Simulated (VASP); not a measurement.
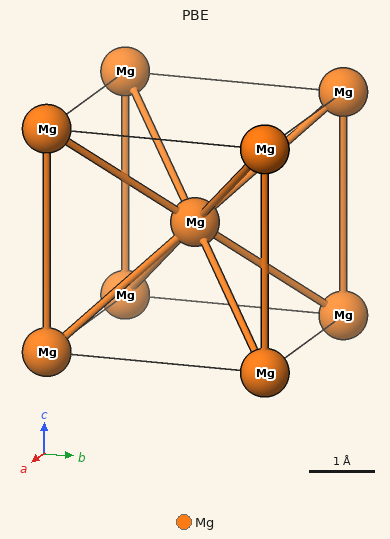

A crystal of Mg (set up in I4/mmm), relaxed (cell and atoms) with several functionals. The picture shows the result with PBE. A ball-and-stick model of the conventional cell (2 times the calculation's cell), seen slightly off an axis. Lengths and directions refer to the drawn axes.

Computed with VASP 6.6.1: VASP PAW PBE potentials, recommended; VASP PAW LDA potentials, recommended (each functional with its own set). (plane-wave cutoff 600 eV; k-point mesh 11 × 11 × 11; occupations fermi-dirac; smearing width 0.05 eV; no spin polarisation)

| functional | volume (Å³/atom) | a (Å) | c (Å) |
| --- | --- | --- | --- |
| PBE | 22.761 | 3.572 | 3.567 |
| PW91 | 22.731 | 3.570 | 3.567 |
| SCAN | 22.738 | 3.746 | 3.240 |
| r2SCAN | 22.333 | 3.550 | 3.544 |
| BLYP | ? | ? | ? |
| PBEsol | 22.377 | 3.551 | 3.549 |
| revPBE | 23.333 | 3.599 | 3.602 |
| LDA | 21.333 | 3.494 | 3.495 |
| rev-vdW-DF2 | 22.705 | 3.674 | 3.365 |
| vdW-DF-cx | 22.708 | 3.567 | 3.570 |
| AM05 | 22.467 | 3.556 | 3.554 |
| optB88-vdW | 22.809 | 3.751 | 3.243 |
| RPBE | 23.463 | 3.606 | 3.609 |

Question: Fill in the missing row.

Answer: With BLYP the volume is the largest of the series, above RPBE (23.463). The calculation gives 23.681 Å³/atom (a = 3.809 Å, c = 3.264 Å). In order of volume: LDA < r2SCAN < PBEsol < AM05 < rev-vdW-DF2 ≈ vdW-DF-cx < PW91 ≈ SCAN < PBE < optB88-vdW < revPBE < RPBE < BLYP; the spread is 11.0 %.
